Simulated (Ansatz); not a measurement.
TiO: single-point calculation (part 2 of 3)

Continued. System: TiO (6 atoms in the cell). Method: DFT PBEsol+U, scalar-relativistic, plane waves, PAW, Ueff = 4 eV on Ti d (Ansatz 0.2.0); cutoff 420 eV, 10×10×10 k-mesh, Gaussian smearing of 0.05 eV, collinear spins. The structure derives from a Materials Project entry. The run did not end well. It belongs to a series of runs on one base structure; here: large parallel starting moments. The run did not end well; see the last part.

Geometry of the input (Å; fractional positions):
```
4.0867  0.0000  0.0000
0.0000  4.0867  0.0000
0.0000  0.0000  4.0867
Ti 0.5000  0.5000  0.0000
Ti 0.0000  0.5000  0.5000
Ti 0.5000  0.0000  0.5000
O  0.0000  0.5000  0.0000
O  0.5000  0.0000  0.0000
O  0.0000  0.0000  0.5000
```

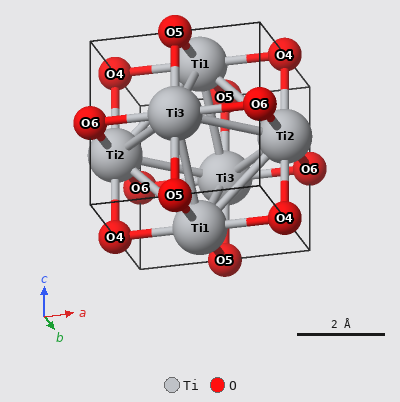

The structure (ball-and-stick view of the cell of the calculation, seen at an oblique angle; atoms are numbered from 1 in the order of the input). An atom can appear more than once, as a periodic image.

## The program's output, continued
```
SCF iter   1: F=—  HF=-9100.541076 eV  |F-HF|=—  |Δ(HF+E_count)|=         —  Δρ=2.54e-2 (↑2.54e-2 ↓5.52e-3)  dr2=5.17e-1  dr2_m=1.03e-1  M=0.846 μB ∫|m|=2.359 μB  β_m=0.30  ethr=1.85e-6  ⟨swp⟩=1.0  Hψ=104464  notcnv=0
preconditioner: auto → Kerker (q_TF=auto, 2.624 Å⁻¹)  [metal: Δε(μ)=0.003 eV  Ē_g=9.516 eV  σ=0.050 eV  W_gap=0.03  n_scr=18 (ndim 8)  ℏωp=24.6 eV  f_vac=0.016  D(μ)=3.05/eV (n_scr^D=26)]
spin=Collinear: Kerker preconditioning applied to the charge; magnetization (m = ρ↑ − ρ↓) channel mixes plain (no charge-response kernel on spin).
SCF iter   2: F=—  HF=-9100.502787 eV  |F-HF|=—  |Δ(HF+E_count)|=   3.83e-2  Δρ=1.52e-2 (↑1.52e-2 ↓3.58e-3)  dr2=9.74e-2  dr2_m=4.21e-2  M=0.863 μB ∫|m|=2.391 μB  β_m=0.45  ethr=1.85e-6  ⟨swp⟩=1.0  Hψ=78127  notcnv=0
SCF iter   3: F=—  HF=-9100.512641 eV  |F-HF|=—  |Δ(HF+E_count)|=   9.85e-3  Δρ=6.89e-3 (↑6.89e-3 ↓1.99e-3)  dr2=1.91e-2  dr2_m=9.07e-3  M=0.825 μB ∫|m|=2.379 μB  β_m=0.57  ethr=1.85e-6  ⟨swp⟩=1.0  Hψ=49664  notcnv=0
SCF iter   4: F=—  HF=-9100.519652 eV  |F-HF|=—  |Δ(HF+E_count)|=   7.01e-3  Δρ=1.88e-3 (↑1.79e-3 ↓1.88e-3)  dr2=7.93e-3  dr2_m=7.91e-4  M=0.767 μB ∫|m|=2.354 μB  β_m=0.52  ethr=1.85e-6  ⟨swp⟩=1.0  Hψ=48800  notcnv=0
SCF iter   5: F=—  HF=-9100.519505 eV  |F-HF|=—  |Δ(HF+E_count)|=   1.46e-4  Δρ=9.39e-4 (↑9.39e-4 ↓8.22e-4)  dr2=5.74e-4  dr2_m=3.15e-4  M=0.748 μB ∫|m|=2.349 μB  β_m=0.76  ethr=1.85e-6  ⟨swp⟩=1.0  Hψ=45217  notcnv=0
SCF iter   6: F=—  HF=-9100.519928 eV  |F-HF|=—  |Δ(HF+E_count)|=   4.23e-4  Δρ=4.82e-4 (↑3.83e-4 ↓4.82e-4)  dr2=2.96e-4  dr2_m=3.94e-5  M=0.718 μB ∫|m|=2.340 μB  β_m=0.75  ethr=1.06e-6  ⟨swp⟩=1.0  Hψ=41694  notcnv=0
SCF iter   7: F=—  HF=-9100.519920 eV  |F-HF|=—  |Δ(HF+E_count)|=   8.61e-6  Δρ=1.63e-4 (↑1.63e-4 ↓1.20e-4)  dr2=2.71e-5  dr2_m=7.05e-6  M=0.707 μB ∫|m|=2.339 μB  β_m=0.86  ethr=5.48e-7  ⟨swp⟩=1.0  Hψ=37193  notcnv=0
SCF iter   8: F=—  HF=-9100.519925 eV  |F-HF|=—  |Δ(HF+E_count)|=   4.83e-6  Δρ=5.34e-5 (↑5.34e-5 ↓4.82e-5)  dr2=5.38e-6  dr2_m=6.67e-7  M=0.705 μB ∫|m|=2.340 μB  β_m=0.92  ethr=5.03e-8  ⟨swp⟩=1.0  Hψ=36897  notcnv=0
SCF iter   9: F=—  HF=-9100.519925 eV  |F-HF|=—  |Δ(HF+E_count)|=   3.20e-7  Δρ=2.60e-5 (↑2.60e-5 ↓2.37e-5)  dr2=2.32e-6  dr2_m=2.45e-8  M=0.704 μB ∫|m|=2.340 μB  β_m=0.92  ethr=9.96e-9  ⟨swp⟩=1.0  Hψ=37561  notcnv=0
Mixer restart at iter 9: flushing history
SCF iter  10: F=—  HF=-9100.520127 eV  |F-HF|=—  |Δ(HF+E_count)|=         —  Δρ=4.04e-5 (↑4.04e-5 ↓3.69e-5)  dr2=4.50e-6  dr2_m=1.39e-7  M=0.704 μB ∫|m|=2.340 μB  β_m=0.92  ethr=4.30e-9  ⟨swp⟩=1.0  Hψ=39431  notcnv=0
SCF iter  11: F=—  HF=-9100.763581 eV  |F-HF|=—  |Δ(HF+E_count)|=   2.43e-1  Δρ=8.08e-3 (↑8.08e-3 ↓2.32e-3)  dr2=7.81e-2  dr2_m=9.74e-3  M=0.809 μB ∫|m|=2.436 μB  β_m=0.11  ethr=4.30e-9  ⟨swp⟩=1.0  Hψ=63477  notcnv=0
SCF iter  12: F=—  HF=-9100.769734 eV  |F-HF|=—  |Δ(HF+E_count)|=   6.15e-3  Δρ=7.45e-3 (↑7.45e-3 ↓2.25e-3)  dr2=5.86e-2  dr2_m=9.44e-3  M=0.819 μB ∫|m|=2.443 μB  β_m=0.09  ethr=4.30e-9  ⟨swp⟩=1.0  Hψ=59566  notcnv=0
SCF iter  13: F=—  HF=-9100.772409 eV  |F-HF|=—  |Δ(HF+E_count)|=   2.68e-3  Δρ=6.01e-3 (↑6.01e-3 ↓2.09e-3)  dr2=3.09e-2  dr2_m=7.46e-3  M=0.839 μB ∫|m|=2.457 μB  β_m=0.11  ethr=4.30e-9  ⟨swp⟩=1.0  Hψ=59785  notcnv=0
SCF iter  14: F=—  HF=-9100.792370 eV  |F-HF|=—  |Δ(HF+E_count)|=   2.00e-2  Δρ=3.60e-3 (↑3.60e-3 ↓3.01e-3)  dr2=6.23e-3  dr2_m=4.94e-3  M=0.890 μB ∫|m|=2.493 μB  β_m=0.11  ethr=4.30e-9  ⟨swp⟩=1.0  Hψ=64919  notcnv=0
SCF iter  15: F=—  HF=-9100.840463 eV  |F-HF|=—  |Δ(HF+E_count)|=   4.81e-2  Δρ=4.17e-3 (↑4.17e-3 ↓3.78e-3)  dr2=7.74e-3  dr2_m=6.93e-3  M=0.945 μB ∫|m|=2.552 μB  β_m=0.67  ethr=4.30e-9  ⟨swp⟩=1.0  Hψ=64778  notcnv=0
SCF iter  16: F=—  HF=-9100.901141 eV  |F-HF|=—  |Δ(HF+E_count)|=   6.07e-2  Δρ=3.55e-3 (↑3.55e-3 ↓2.72e-3)  dr2=7.40e-3  dr2_m=4.67e-3  M=1.027 μB ∫|m|=2.681 μB  β_m=0.84  ethr=4.30e-9  ⟨swp⟩=1.0  Hψ=70117  notcnv=0
SCF iter  17: F=—  HF=-9100.926599 eV  |F-HF|=—  |Δ(HF+E_count)|=   2.55e-2  Δρ=3.65e-3 (↑3.65e-3 ↓1.78e-3)  dr2=1.53e-2  dr2_m=2.76e-3  M=1.043 μB ∫|m|=2.789 μB  β_m=0.86  ethr=4.30e-9  ⟨swp⟩=1.0  Hψ=74906  notcnv=0
SCF iter  18: F=—  HF=-9100.927074 eV  |F-HF|=—  |Δ(HF+E_count)|=   4.75e-4  Δρ=1.91e-3 (↑1.17e-3 ↓1.91e-3)  dr2=4.12e-3  dr2_m=8.28e-4  M=1.028 μB ∫|m|=2.774 μB  β_m=0.93  ethr=4.30e-9  ⟨swp⟩=1.0  Hψ=64760  notcnv=0
SCF iter  19: F=—  HF=-9100.928669 eV  |F-HF|=—  |Δ(HF+E_count)|=   1.60e-3  Δρ=1.30e-3 (↑1.30e-3 ↓8.70e-4)  dr2=1.14e-3  dr2_m=4.44e-4  M=1.019 μB ∫|m|=2.790 μB  β_m=0.97  ethr=4.30e-9  ⟨swp⟩=1.0  Hψ=62715  notcnv=0
SCF iter  20: F=—  HF=-9100.930643 eV  |F-HF|=—  |Δ(HF+E_count)|=   1.97e-3  Δρ=8.38e-4 (↑8.38e-4 ↓6.25e-4)  dr2=4.62e-4  dr2_m=1.87e-4  M=1.027 μB ∫|m|=2.824 μB  β_m=0.98  ethr=4.30e-9  ⟨swp⟩=1.0  Hψ=61305  notcnv=0
SCF iter  21: F=—  HF=-9100.932034 eV  |F-HF|=—  |Δ(HF+E_count)|=   1.39e-3  Δρ=7.10e-4 (↑5.85e-4 ↓7.10e-4)  dr2=2.33e-4  dr2_m=1.75e-4  M=1.045 μB ∫|m|=2.851 μB  β_m=0.99  ethr=4.30e-9  ⟨swp⟩=1.0  Hψ=57880  notcnv=0
SCF iter  22: F=—  HF=-9100.933284 eV  |F-HF|=—  |Δ(HF+E_count)|=   1.25e-3  Δρ=8.39e-4 (↑8.39e-4 ↓3.90e-4)  dr2=3.04e-4  dr2_m=1.87e-4  M=1.053 μB ∫|m|=2.861 μB  β_m=0.43  ethr=4.30e-9  ⟨swp⟩=1.0  Hψ=57608  notcnv=0
SCF iter  23: F=—  HF=-9100.934280 eV  |F-HF|=—  |Δ(HF+E_count)|=   9.96e-4  Δρ=6.33e-4 (↑6.33e-4 ↓4.79e-4)  dr2=1.45e-4  dr2_m=1.55e-4  M=1.067 μB ∫|m|=2.870 μB  β_m=0.28  ethr=4.30e-9  ⟨swp⟩=1.0  Hψ=54786  notcnv=0
SCF iter  24: F=—  HF=-9100.935314 eV  |F-HF|=—  |Δ(HF+E_count)|=   1.03e-3  Δρ=4.75e-4 (↑4.58e-4 ↓4.75e-4)  dr2=4.12e-5  dr2_m=1.19e-4  M=1.085 μB ∫|m|=2.883 μB  β_m=1.00  ethr=4.30e-9  ⟨swp⟩=1.0  Hψ=56704  notcnv=0
SCF iter  25: F=—  HF=-9100.936873 eV  |F-HF|=—  |Δ(HF+E_count)|=   1.56e-3  Δρ=5.52e-4 (↑5.52e-4 ↓4.34e-4)  dr2=1.20e-4  dr2_m=1.33e-4  M=1.127 μB ∫|m|=2.906 μB  β_m=1.00  ethr=4.30e-9  ⟨swp⟩=1.0  Hψ=61092  notcnv=0
SCF iter  26: F=—  HF=-9100.938473 eV  |F-HF|=—  |Δ(HF+E_count)|=   1.60e-3  Δρ=7.52e-4 (↑7.52e-4 ↓7.15e-4)  dr2=8.12e-5  dr2_m=3.15e-4  M=1.183 μB ∫|m|=2.926 μB  β_m=1.00  ethr=4.30e-9  ⟨swp⟩=1.0  Hψ=60341  notcnv=0
SCF iter  27: F=—  HF=-9100.936867 eV  |F-HF|=—  |Δ(HF+E_count)|=   1.61e-3  Δρ=5.35e-4 (↑5.35e-4 ↓4.07e-4)  dr2=8.29e-5  dr2_m=1.18e-4  M=1.126 μB ∫|m|=2.910 μB  β_m=1.00  ethr=4.30e-9  ⟨swp⟩=1.0  Hψ=58258  notcnv=0
SCF iter  28: F=—  HF=-9100.936767 eV  |F-HF|=—  |Δ(HF+E_count)|=   1.00e-4  Δρ=4.44e-4 (↑4.44e-4 ↓4.18e-4)  dr2=2.98e-5  dr2_m=1.05e-4  M=1.122 μB ∫|m|=2.908 μB  β_m=1.00  ethr=4.30e-9  ⟨swp⟩=1.0  Hψ=46220  notcnv=0
SCF iter  29: F=—  HF=-9100.936564 eV  |F-HF|=—  |Δ(HF+E_count)|=   2.03e-4  Δρ=4.39e-4 (↑4.39e-4 ↓3.97e-4)  dr2=3.01e-5  dr2_m=9.87e-5  M=1.114 μB ∫|m|=2.907 μB  β_m=0.29  ethr=4.30e-9  ⟨swp⟩=1.0  Hψ=45790  notcnv=0
SCF iter  30: F=—  HF=-9100.937009 eV  |F-HF|=—  |Δ(HF+E_count)|=   4.45e-4  Δρ=5.09e-4 (↑5.09e-4 ↓4.11e-4)  dr2=7.49e-5  dr2_m=1.15e-4  M=1.134 μB ∫|m|=2.905 μB  β_m=0.85  ethr=4.30e-9  ⟨swp⟩=1.0  Hψ=47662  notcnv=0
SCF iter  31: F=—  HF=-9100.936044 eV  |F-HF|=—  |Δ(HF+E_count)|=   9.65e-4  Δρ=4.71e-4 (↑4.71e-4 ↓3.57e-4)  dr2=7.97e-5  dr2_m=9.30e-5  M=1.095 μB ∫|m|=2.900 μB  β_m=0.40  ethr=4.30e-9  ⟨swp⟩=1.0  Hψ=55206  notcnv=0
SCF iter  32: F=—  HF=-9100.936702 eV  |F-HF|=—  |Δ(HF+E_count)|=   6.58e-4  Δρ=4.15e-4 (↑3.97e-4 ↓4.15e-4)  dr2=4.15e-5  dr2_m=9.35e-5  M=1.122 μB ∫|m|=2.899 μB  β_m=0.24  ethr=4.30e-9  ⟨swp⟩=1.0  Hψ=48730  notcnv=0
SCF iter  33: F=—  HF=-9100.936283 eV  |F-HF|=—  |Δ(HF+E_count)|=   4.19e-4  Δρ=4.49e-4 (↑3.54e-4 ↓4.49e-4)  dr2=4.02e-5  dr2_m=8.95e-5  M=1.107 μB ∫|m|=2.894 μB  β_m=0.79  ethr=4.30e-9  ⟨swp⟩=1.0  Hψ=48417  notcnv=0
SCF iter  34: F=—  HF=-9100.937646 eV  |F-HF|=—  |Δ(HF+E_count)|=   1.36e-3  Δρ=5.69e-4 (↑4.36e-4 ↓5.69e-4)  dr2=1.07e-4  dr2_m=1.33e-4  M=1.160 μB ∫|m|=2.902 μB  β_m=0.33  ethr=4.30e-9  ⟨swp⟩=1.0  Hψ=58375  notcnv=0
SCF iter  35: F=—  HF=-9100.940129 eV  |F-HF|=—  |Δ(HF+E_count)|=   2.48e-3  Δρ=9.45e-4 (↑8.83e-4 ↓9.45e-4)  dr2=2.07e-4  dr2_m=4.72e-4  M=1.229 μB ∫|m|=2.924 μB  β_m=0.62  ethr=4.30e-9  ⟨swp⟩=1.0  Hψ=59189  notcnv=0  recentre
SCF iter  36: F=—  HF=-9100.936493 eV  |F-HF|=—  |Δ(HF+E_count)|=   3.64e-3  Δρ=4.24e-4 (↑3.48e-4 ↓4.24e-4)  dr2=5.16e-5  dr2_m=8.11e-5  M=1.115 μB ∫|m|=2.897 μB  β_m=0.81  ethr=4.30e-9  ⟨swp⟩=1.0  Hψ=62000  notcnv=0
SCF iter  37: F=—  HF=-9100.936078 eV  |F-HF|=—  |Δ(HF+E_count)|=   4.15e-4  Δρ=4.22e-4 (↑3.50e-4 ↓4.22e-4)  dr2=5.40e-5  dr2_m=8.08e-5  M=1.099 μB ∫|m|=2.895 μB  β_m=0.90  ethr=4.30e-9  ⟨swp⟩=1.0  Hψ=48740  notcnv=0
SCF iter  38: F=—  HF=-9100.935468 eV  |F-HF|=—  |Δ(HF+E_count)|=   6.10e-4  Δρ=4.40e-4 (↑3.90e-4 ↓4.40e-4)  dr2=6.75e-5  dr2_m=9.32e-5  M=1.079 μB ∫|m|=2.891 μB  β_m=0.72  ethr=4.30e-9  ⟨swp⟩=1.0  Hψ=48451  notcnv=0
SCF iter  39: F=—  HF=-9100.936140 eV  |F-HF|=—  |Δ(HF+E_count)|=   6.72e-4  Δρ=4.04e-4 (↑3.65e-4 ↓4.04e-4)  dr2=4.67e-5  dr2_m=8.07e-5  M=1.101 μB ∫|m|=2.895 μB  β_m=0.98  ethr=4.30e-9  ⟨swp⟩=1.0  Hψ=49117  notcnv=0
SCF iter  40: F=—  HF=-9100.936031 eV  |F-HF|=—  |Δ(HF+E_count)|=   1.08e-4  Δρ=4.04e-4 (↑3.71e-4 ↓4.04e-4)  dr2=4.76e-5  dr2_m=8.20e-5  M=1.097 μB ∫|m|=2.895 μB  β_m=0.99  ethr=4.30e-9  ⟨swp⟩=1.0  Hψ=43190  notcnv=0
SCF iter  41: F=—  HF=-9100.936138 eV  |F-HF|=—  |Δ(HF+E_count)|=   1.06e-4  Δρ=4.32e-4 (↑3.61e-4 ↓4.32e-4)  dr2=8.05e-5  dr2_m=8.04e-5  M=1.101 μB ∫|m|=2.895 μB  β_m=0.27  ethr=4.30e-9  ⟨swp⟩=1.0  Hψ=45201  notcnv=0
SCF iter  42: F=—  HF=-9100.935863 eV  |F-HF|=—  |Δ(HF+E_count)|=   2.75e-4  Δρ=3.99e-4 (↑3.99e-4 ↓3.97e-4)  dr2=6.30e-5  dr2_m=8.26e-5  M=1.091 μB ∫|m|=2.897 μB  β_m=0.11  ethr=4.30e-9  ⟨swp⟩=1.0  Hψ=45800  notcnv=0
SCF iter  43: F=—  HF=-9100.936270 eV  |F-HF|=—  |Δ(HF+E_count)|=   4.07e-4  Δρ=4.42e-4 (↑4.42e-4 ↓3.77e-4)  dr2=7.75e-5  dr2_m=8.98e-5  M=1.104 μB ∫|m|=2.902 μB  β_m=0.04  ethr=4.30e-9  ⟨swp⟩=1.0  Hψ=47833  notcnv=0
SCF iter  44: F=—  HF=-9100.936871 eV  |F-HF|=—  |Δ(HF+E_count)|=   6.01e-4  Δρ=5.15e-4 (↑5.15e-4 ↓3.81e-4)  dr2=8.79e-5  dr2_m=1.05e-4  M=1.127 μB ∫|m|=2.906 μB  β_m=0.18  ethr=4.30e-9  ⟨swp⟩=1.0  Hψ=50910  notcnv=0
SCF iter  45: F=—  HF=-9100.939447 eV  |F-HF|=—  |Δ(HF+E_count)|=   2.58e-3  Δρ=8.15e-4 (↑8.15e-4 ↓8.10e-4)  dr2=2.37e-4  dr2_m=3.56e-4  M=1.215 μB ∫|m|=2.915 μB  β_m=0.28  ethr=4.30e-9  ⟨swp⟩=1.0  Hψ=59591  notcnv=0  recentre
SCF iter  46: F=—  HF=-9100.934930 eV  |F-HF|=—  |Δ(HF+E_count)|=   4.52e-3  Δρ=4.96e-4 (↑4.96e-4 ↓4.40e-4)  dr2=7.34e-5  dr2_m=1.22e-4  M=1.061 μB ∫|m|=2.896 μB  β_m=0.50  ethr=4.30e-9  ⟨swp⟩=1.0  Hψ=63666  notcnv=0
SCF iter  47: F=—  HF=-9100.934314 eV  |F-HF|=—  |Δ(HF+E_count)|=   6.16e-4  Δρ=5.27e-4 (↑5.27e-4 ↓4.28e-4)  dr2=8.39e-5  dr2_m=1.28e-4  M=1.044 μB ∫|m|=2.893 μB  β_m=0.75  ethr=4.30e-9  ⟨swp⟩=1.0  Hψ=50023  notcnv=0
SCF iter  48: F=—  HF=-9100.935791 eV  |F-HF|=—  |Δ(HF+E_count)|=   1.48e-3  Δρ=4.30e-4 (↑4.30e-4 ↓3.86e-4)  dr2=4.94e-5  dr2_m=9.23e-5  M=1.087 μB ∫|m|=2.898 μB  β_m=0.62  ethr=4.30e-9  ⟨swp⟩=1.0  Hψ=58342  notcnv=0
SCF iter  49: F=—  HF=-9100.937111 eV  |F-HF|=—  |Δ(HF+E_count)|=   1.32e-3  Δρ=5.13e-4 (↑5.13e-4 ↓3.84e-4)  dr2=8.39e-5  dr2_m=1.12e-4  M=1.135 μB ∫|m|=2.910 μB  β_m=0.70  ethr=4.30e-9  ⟨swp⟩=1.0  Hψ=59018  notcnv=0
SCF iter  50: F=—  HF=-9100.938959 eV  |F-HF|=—  |Δ(HF+E_count)|=   1.85e-3  Δρ=8.03e-4 (↑8.03e-4 ↓6.80e-4)  dr2=1.93e-4  dr2_m=3.05e-4  M=1.197 μB ∫|m|=2.925 μB  β_m=0.10  ethr=4.30e-9  ⟨swp⟩=1.0  Hψ=59036  notcnv=0  recentre
SCF iter  51: F=—  HF=-9100.938026 eV  |F-HF|=—  |Δ(HF+E_count)|=   9.34e-4  Δρ=6.64e-4 (↑6.64e-4 ↓4.94e-4)  dr2=1.37e-4  dr2_m=1.87e-4  M=1.169 μB ∫|m|=2.916 μB  β_m=0.27  ethr=4.30e-9  ⟨swp⟩=1.0  Hψ=50318  notcnv=0
SCF iter  52: F=—  HF=-9100.935378 eV  |F-HF|=—  |Δ(HF+E_count)|=   2.65e-3  Δρ=4.42e-4 (↑4.42e-4 ↓4.06e-4)  dr2=4.93e-5  dr2_m=1.01e-4  M=1.075 μB ∫|m|=2.894 μB  β_m=0.44  ethr=4.30e-9  ⟨swp⟩=1.0  Hψ=61947  notcnv=0
SCF iter  53: F=—  HF=-9100.932280 eV  |F-HF|=—  |Δ(HF+E_count)|=   3.10e-3  Δρ=7.04e-4 (↑7.04e-4 ↓5.50e-4)  dr2=1.30e-4  dr2_m=2.22e-4  M=0.998 μB ∫|m|=2.888 μB  β_m=0.32  ethr=4.30e-9  ⟨swp⟩=1.0  Hψ=62723  notcnv=0
SCF iter  54: F=—  HF=-9100.932536 eV  |F-HF|=—  |Δ(HF+E_count)|=   2.56e-4  Δρ=6.81e-4 (↑6.81e-4 ↓5.18e-4)  dr2=1.28e-4  dr2_m=2.02e-4  M=1.003 μB ∫|m|=2.888 μB  β_m=0.33  ethr=4.30e-9  ⟨swp⟩=1.0  Hψ=44788  notcnv=0
SCF iter  55: F=—  HF=-9100.931608 eV  |F-HF|=—  |Δ(HF+E_count)|=   9.29e-4  Δρ=7.86e-4 (↑7.86e-4 ↓6.14e-4)  dr2=1.54e-4  dr2_m=2.78e-4  M=0.988 μB ∫|m|=2.887 μB  β_m=0.22  ethr=4.30e-9  ⟨swp⟩=1.0  Hψ=48248  notcnv=0
SCF iter  56: F=—  HF=-9100.933288 eV  |F-HF|=—  |Δ(HF+E_count)|=   1.68e-3  Δρ=5.84e-4 (↑5.84e-4 ↓4.70e-4)  dr2=9.41e-5  dr2_m=1.56e-4  M=1.018 μB ∫|m|=2.890 μB  β_m=0.17  ethr=4.30e-9  ⟨swp⟩=1.0  Hψ=56556  notcnv=0
SCF iter  57: F=—  HF=-9100.932044 eV  |F-HF|=—  |Δ(HF+E_count)|=   1.24e-3  Δρ=7.21e-4 (↑7.21e-4 ↓5.85e-4)  dr2=1.18e-4  dr2_m=2.42e-4  M=0.995 μB ∫|m|=2.888 μB  β_m=0.01  ethr=4.30e-9  ⟨swp⟩=1.0  Hψ=53085  notcnv=0
SCF iter  58: F=—  HF=-9100.932989 eV  |F-HF|=—  |Δ(HF+E_count)|=   9.45e-4  Δρ=6.20e-4 (↑6.20e-4 ↓5.16e-4)  dr2=7.38e-5  dr2_m=1.78e-4  M=1.013 μB ∫|m|=2.891 μB  β_m=0.01  ethr=4.30e-9  ⟨swp⟩=1.0  Hψ=49744  notcnv=0
SCF iter  59: F=—  HF=-9100.934256 eV  |F-HF|=—  |Δ(HF+E_count)|=   1.27e-3  Δρ=5.42e-4 (↑5.42e-4 ↓4.34e-4)  dr2=7.62e-5  dr2_m=1.26e-4  M=1.045 μB ∫|m|=2.891 μB  β_m=0.13  ethr=4.30e-9  ⟨swp⟩=1.0  Hψ=54923  notcnv=0
SCF iter  60: F=—  HF=-9100.937779 eV  |F-HF|=—  |Δ(HF+E_count)|=   3.52e-3  Δρ=6.15e-4 (↑6.15e-4 ↓4.65e-4)  dr2=1.03e-4  dr2_m=1.60e-4  M=1.162 μB ∫|m|=2.915 μB  β_m=0.19  ethr=4.30e-9  ⟨swp⟩=1.0  Hψ=63830  notcnv=0
SCF iter  61: F=—  HF=-9100.940561 eV  |F-HF|=—  |Δ(HF+E_count)|=   2.78e-3  Δρ=1.04e-3 (↑1.04e-3 ↓8.66e-4)  dr2=2.22e-4  dr2_m=5.12e-4  M=1.237 μB ∫|m|=2.936 μB  β_m=0.08  ethr=4.30e-9  ⟨swp⟩=1.0  Hψ=60257  notcnv=0  recentre
SCF iter  62: F=—  HF=-9100.936089 eV  |F-HF|=—  |Δ(HF+E_count)|=   4.47e-3  Δρ=3.99e-4 (↑3.99e-4 ↓3.89e-4)  dr2=3.10e-5  dr2_m=8.74e-5  M=1.097 μB ∫|m|=2.902 μB  β_m=0.22  ethr=4.30e-9  ⟨swp⟩=1.0  Hψ=63235  notcnv=0
SCF iter  63: F=—  HF=-9100.931277 eV  |F-HF|=—  |Δ(HF+E_count)|=   4.81e-3  Δρ=8.19e-4 (↑8.19e-4 ↓6.66e-4)  dr2=1.70e-4  dr2_m=3.12e-4  M=0.982 μB ∫|m|=2.886 μB  β_m=0.22  ethr=4.30e-9  ⟨swp⟩=1.0  Hψ=64569  notcnv=0  recentre
SCF iter  64: F=—  HF=-9100.933178 eV  |F-HF|=—  |Δ(HF+E_count)|=   1.90e-3  Δρ=5.88e-4 (↑5.88e-4 ↓4.93e-4)  dr2=9.97e-5  dr2_m=1.63e-4  M=1.015 μB ∫|m|=2.890 μB  β_m=0.25  ethr=4.30e-9  ⟨swp⟩=1.0  Hψ=57981  notcnv=0
SCF iter  65: F=—  HF=-9100.935754 eV  |F-HF|=—  |Δ(HF+E_count)|=   2.58e-3  Δρ=4.19e-4 (↑4.19e-4 ↓3.80e-4)  dr2=3.93e-5  dr2_m=9.03e-5  M=1.086 μB ∫|m|=2.899 μB  β_m=0.17  ethr=4.30e-9  ⟨swp⟩=1.0  Hψ=61447  notcnv=0
SCF iter  66: F=—  HF=-9100.937654 eV  |F-HF|=—  |Δ(HF+E_count)|=   1.90e-3  Δρ=5.89e-4 (↑5.89e-4 ↓4.12e-4)  dr2=1.08e-4  dr2_m=1.42e-4  M=1.157 μB ∫|m|=2.913 μB  β_m=0.39  ethr=4.30e-9  ⟨swp⟩=1.0  Hψ=60496  notcnv=0
```
